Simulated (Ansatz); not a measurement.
Structure data:

```
CELL_PARAMETERS angstrom
3.44725 0.00000 0.00000
0.00000 3.44725 0.00000
0.00000 0.00000 3.44725
ATOMIC_POSITIONS crystal
Al 0.00000 0.00000 0.00000
Ni 0.00000 0.50000 0.50000
Ni 0.50000 0.00000 0.50000
Ni 0.50000 0.50000 0.00000
```

**What crystal do these data define?**

The formula is AlNi$_{3}$. Space group: Pm-3m (No. 221). Lattice: primitive cubic. The prototype is Cu₃Au (L1₂) type. The cell has 4 atoms, namely 1 Al, 3 Ni. The coordination shell of Al holds twelve Ni in a cuboctahedral arrangement at 2.44 Å. Each Ni has eight Ni and four Al in a cuboctahedral arrangement (2.44 Å to Ni, 2.44 Å to Al). The bonds build a three-dimensional framework.

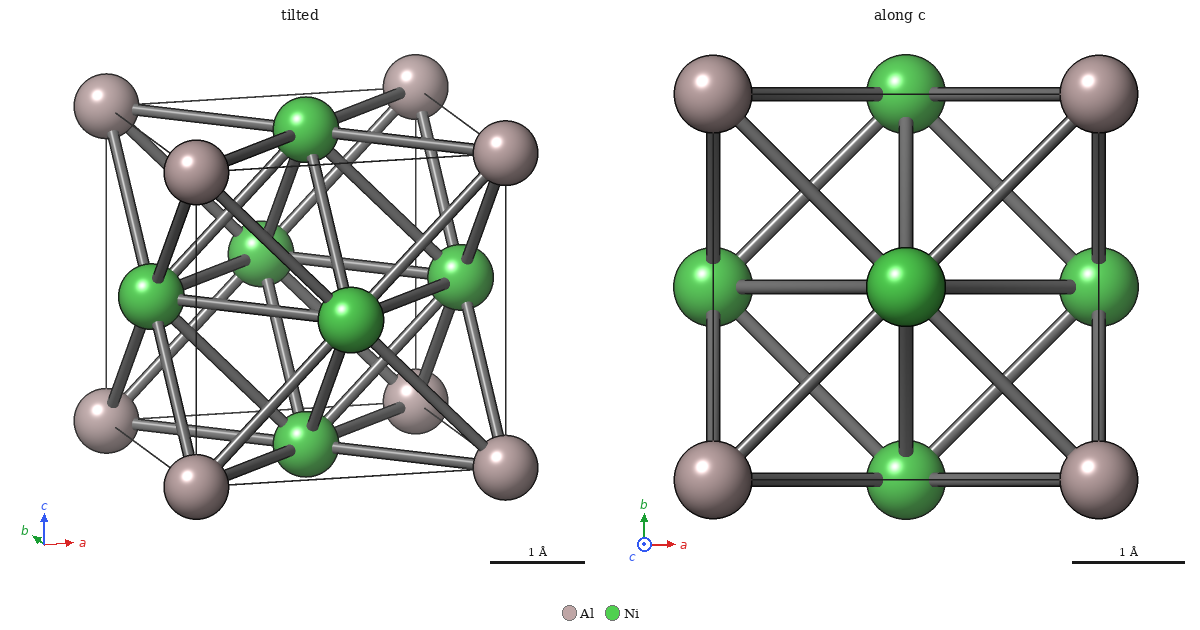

A ball-and-stick rendering, viewed slightly off an axis and along the c axis. One conventional unit cell is framed, with atoms on its boundary repeated. Colours: aluminium light grey, nickel green.

The cell started as a structure listed in the Materials Project. The cell was then strained or its atoms displaced on purpose. An electronic-structure calculation with Ansatz was run on it.

At this level of theory the cell isn't at rest (compressed, at 15 GPa), so its distances can differ from those at equilibrium, the more so the softer the solid.
